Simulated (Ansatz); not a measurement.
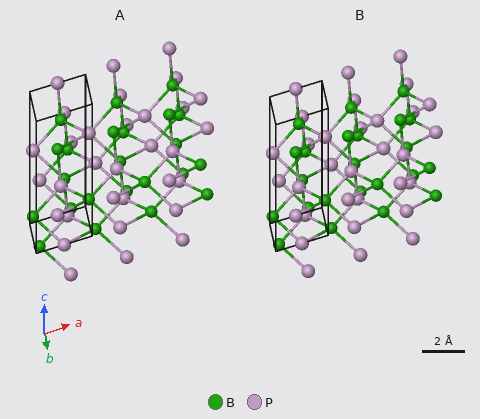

Two geometries of a crystal of BP (a generated structure, set up in P6_222) (coarse preliminary run), drawn at one scale. One is the start of a relaxation, the other its converged end. The picture is a ball-and-stick view of the cell of the calculation, repeated 3 × 2 × 1 with one cell outlined, seen from a free direction.

Theory: Ansatz, DFT PBE, scalar-relativistic, plane waves, PAW. Settings: plane-wave cutoff 420 eV; k-point mesh 6 × 6 × 4; occupations gaussian; smearing width 0.1 eV; no spin polarisation; cell and atoms relaxed; force threshold 0.04 eV/Å; at most 70 steps.

> Which geometry has the lower energy?

Structure A is the relaxed one. The energy falls by 199 meV per atom in 4 accepted moves (6 points after the start). All forces vanish by symmetry, so only the cell relaxes. The pressure goes from 41.41 to 0.01 GPa. The SCF was repeated twice at an unchanged geometry on a basis and grid sized afresh for the cell, which shifted the energy by 3.7 meV per atom at most. The atoms keep their places relative to the cell (all moves are under 0.005 Å). Cell: a = b 3.068 → 3.278 Å (+6.8 %), c 6.720 → 6.994 Å (+4.1 %). Volume +18.8 %. Some distances before and after: B–P 1.899 → 2.011 Å. The space group stays P6_222 (No. 180).
